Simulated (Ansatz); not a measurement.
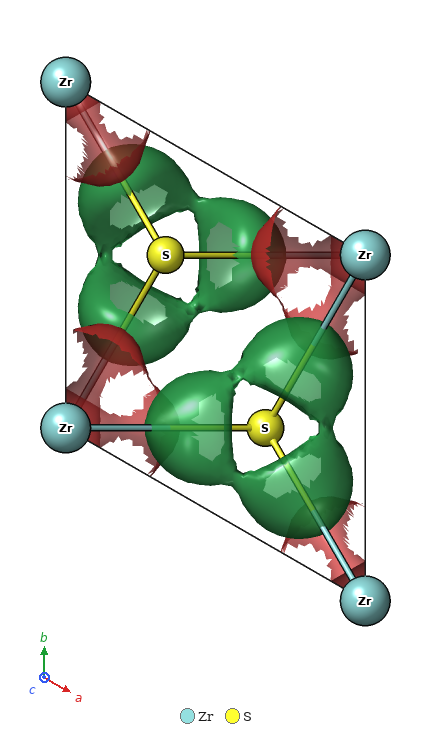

*ZrS$_{2}$. Density of the crystal less the sum of free-atom densities: green surfaces at +0.06 and red ones at −0.06 e/Å³, in the conventional cell seen along the c axis (the regions close to the nuclei are left out). Cores are masked to 1.0 Å (Zr) and 0.7 Å (S).*

Space group P-3m1. The cell comes from a database of computed structures, not from a measurement.

Computed with Ansatz, DFT PBE, scalar-relativistic, plane waves, PAW.

Core electrons are frozen (PAW), so the fields are smoothed inside the atomic spheres.

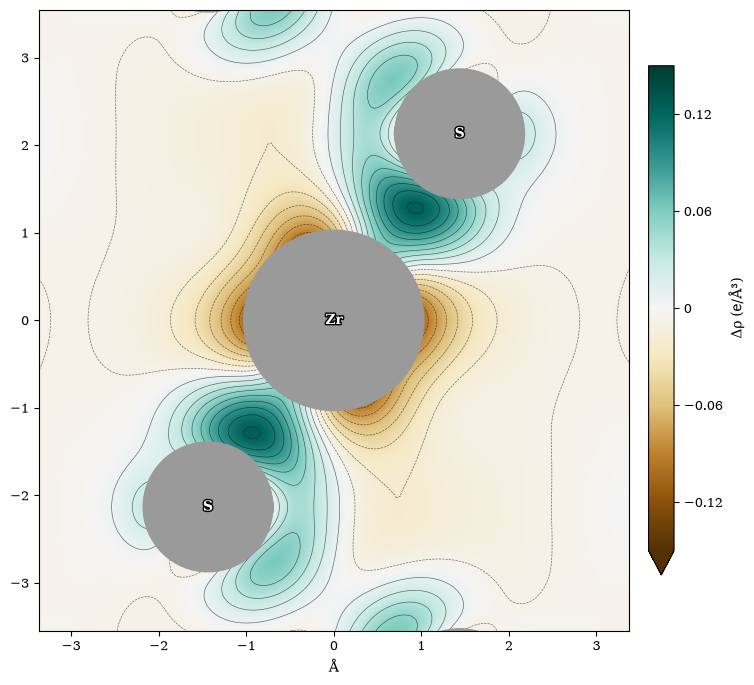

Also shown: a map on the (110) plane of the conventional cell, with grey discs over the atomic cores.

### Describe the bonding charge.

S–Zr (2.57 Å): Δρ is +0.09 e/Å³ at the midpoint.
- Over the whole cell, outside the masked cores, the largest gain, 0.12 e/Å³, lies 1.0 Å from a sulfur nucleus and 1.6 Å from a zirconium one, and the largest loss lies at the edge of the masked core of Zr.
- The rearranged charge, half the integral of |Δρ|, is about 0.25 e an atom.
- Bader charges: Zr +2.09 and S −1.04 e.
